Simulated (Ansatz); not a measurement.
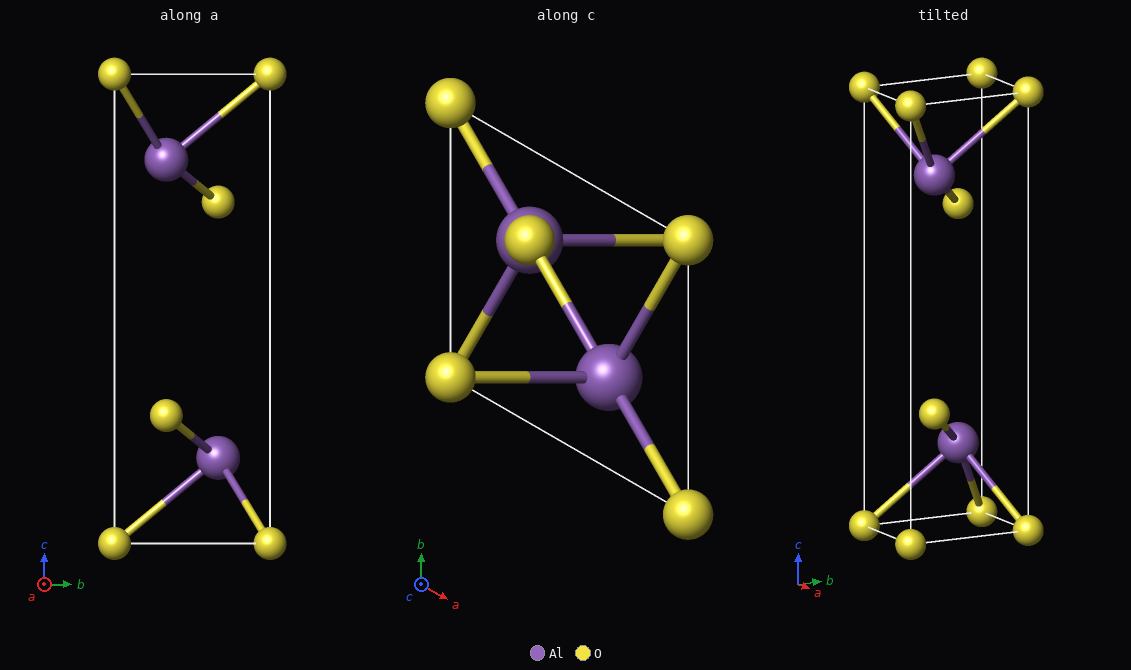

Crystal structure, ball-and-stick style, seen along the a axis, along the c axis and slightly off an axis. The conventional unit cell is drawn as a box.

Cell constants: a = 2.888 Å, b = 2.888 Å, c = 7.547 Å, α = 90.00°, β = 90.00°, γ = 120.00°.

What is the chemical formula?

Answer. Al₂O₃. The cell holds 2 Al, 3 O, counting shared atoms by their share.

What space-group symmetry does the structure have?

Answer. P-3m1 (No. 164), with Al on 2d, O on 1a and O on 2d.

Describe the bonded network.

Answer. The bonds build Al2O3 layers parallel to (001).

The structure was taken from a textbook structure type filled with these elements (whether it is the usual form wasn't checked). The geometry was optimised with DFT PBE, scalar-relativistic, plane waves, PAW (Ansatz 0.2.0).
